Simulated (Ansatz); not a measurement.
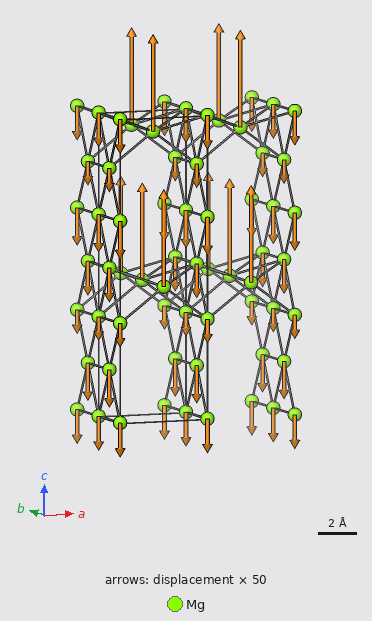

A relaxation of solid Mg (set up in Amm2) (coarse preliminary run). The starting structure is drawn; orange arrows show the displacements (the part carried along by the change of the cell is left out), magnified 50 times.

A ball-and-stick model of the conventional cell (2 times the calculation's cell), repeated 2 × 2 × 1 with one cell outlined, seen slightly off an axis. Lengths and directions refer to the drawn axes.

Case: 2 of 2 Li taken out, relaxed.

All numbers below come from DFT PBE, scalar-relativistic, plane waves, PAW in Ansatz 0.2.0. (plane-wave cutoff 420 eV; k-point mesh 4 × 6 × 6; occupations gaussian; smearing width 0.1 eV; no spin polarisation; cell and atoms relaxed; force threshold 0.0325 eV/Å; at most 70 steps)

What happened in the run?

Answer. After 3 accepted moves (4 points after the start) the energy has fallen by 9.7 meV per atom. The largest force component goes from 0.081 to 0.005 eV/Å. The pressure goes from −0.98 to −0.03 GPa. At 1 point the geometry stayed and the basis and grid were re-selected for the new cell (energy shift of less than 0.05 meV per atom at most each time). The atom that moves furthest relative to the cell is a Mg atom (0.11 Å along +c). The drawn cell changes as follows: a 5.027 → 5.086 Å (+1.2 %), b 3.168 → 3.093 Å (−2.4 %), c 16.405 → 15.936 Å (−2.9 %); the volume changes by −4.1 %. Near-neighbour distances that change, for instance: Mg–Mg 3.232 → 3.134 Å, Mg–Mg 3.130 → 3.041 Å, Mg–Mg 3.168 → 3.093 Å, Mg–Mg 3.130 → 3.200 Å. The space group stays Amm2 (No. 38).
